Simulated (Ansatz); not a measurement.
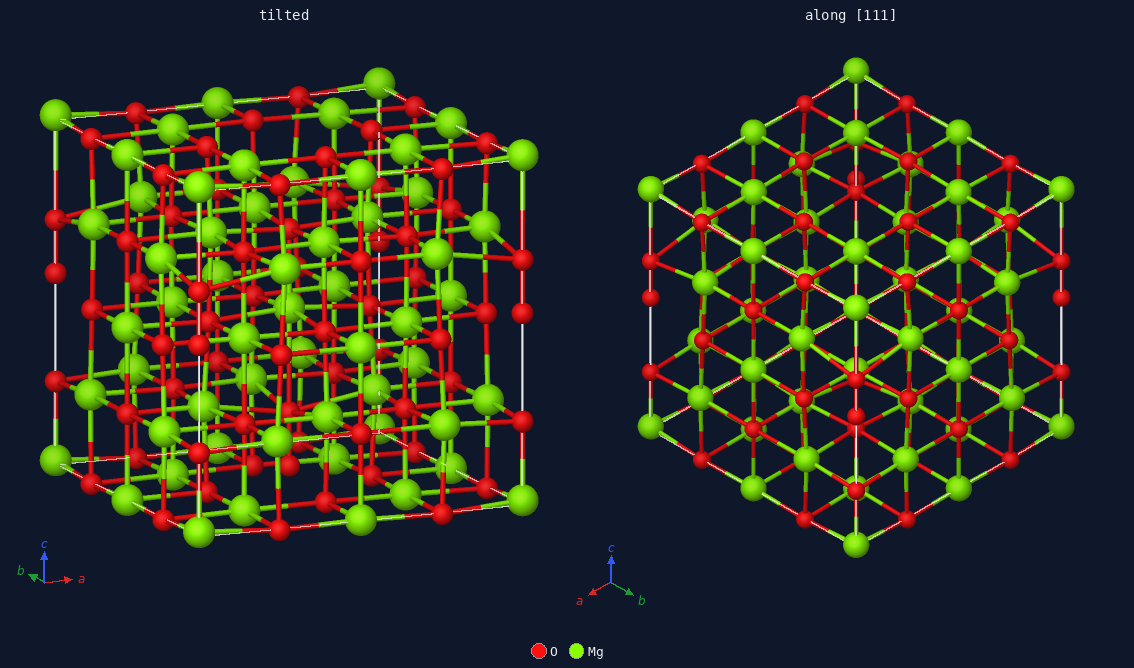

Figure: ball-and-stick view slightly off an axis and along [111]. The edges of the drawn cell (a repeat of the simulation cell) are marked.

Its composition is Mg15O17. Within 0.01 Å the space group is I4mm (No. 107), body-centred tetragonal. Cell content: 30 Mg, 34 O, that is 2 formula units.

Provenance: a structure listed in the Materials Project, repeated into a supercell with a point defect put in. The atoms were relaxed in a fixed cell with Ansatz, DFT PBE, scalar-relativistic, plane waves, PAW.
